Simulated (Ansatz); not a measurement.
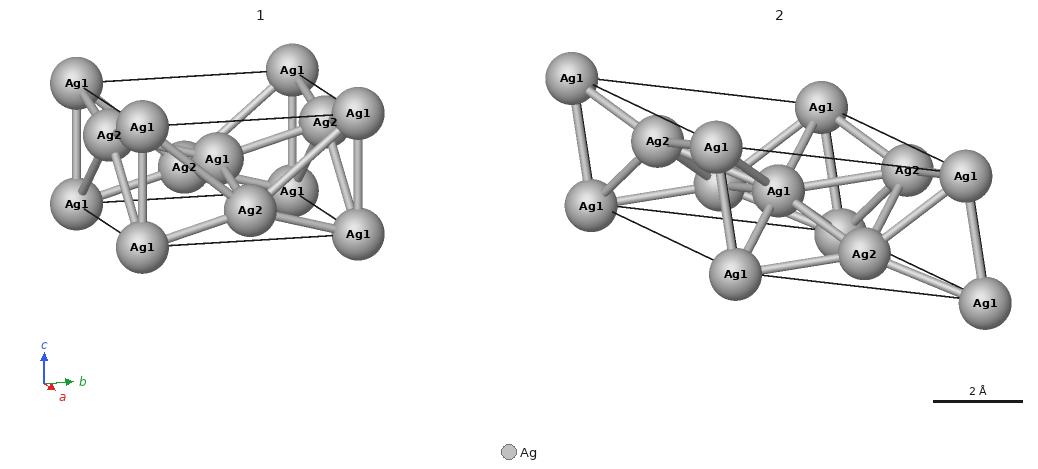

Two geometries of a crystal of Ag (a generated structure, set up in I4_1/amd), drawn at one scale. One is the start of a relaxation, the other its converged end. The picture is a ball-and-stick view of the conventional cell (2 times the calculation's cell), seen slightly off an axis. Lengths and directions refer to the drawn axes.

Level of theory: DFT, PBE, plane waves (420 eV) with PAW, scalar-relativistic in Ansatz 0.2.0. (plane-wave cutoff 420 eV; k-point mesh 13 × 13 × 9; occupations fermi dirac; smearing width 0.1 eV; no spin polarisation; cell and atoms relaxed; force threshold 0.01 eV/Å; at most 60 steps)

Q: Which of the two is the end point?

A: Structure 2 is the relaxed one. Phase: beta-Sn type. The energy falls by 0.596 eV per cell of the calculation in 26 accepted moves (29 points after the start). The pressure goes from 9.75 to 0.01 GPa. At 3 points the geometry stayed and the basis and grid were re-selected for the new cell (energy shift of 84.6 meV per cell of the calculation at most each time). The largest moves relative to the cell, 0.21 Å, are those of Ag1 and Ag2. Ag1 goes along [1 −1 0]. The drawn cell changes as follows: a = b 5.081 → 5.662 Å (+11.4 %), c 2.774 → 2.918 Å (+5.2 %), α 90.0° → 105.2°, β 90.0° → 105.2°, γ 90.0° → 53.0°; the volume changes by −0.3 %. Near-neighbour distances that change, for instance: Ag1–Ag1 3.852 → 2.916 Å, Ag1–Ag2 3.284 → 4.158 Å, Ag1–Ag2 (another image) 3.284 → 2.946 Å, Ag1–Ag2 (another image) 2.634 → 2.956 Å. New bonds form: Ag1–Ag1 (3.85 → 2.92 Å), Ag2–Ag2 (3.85 → 2.92 Å). The space group (tolerance 0.01 Å) goes from I4_1/amd (No. 141) to C2/c (No. 15). Cost: 10 min on 1 thread of Intel(R) Xeon(R) Platinum 8259CL CPU @ 2.50GHz (Skylake/Cascade Lake), with other jobs on the host, peak memory 0.73 GiB.
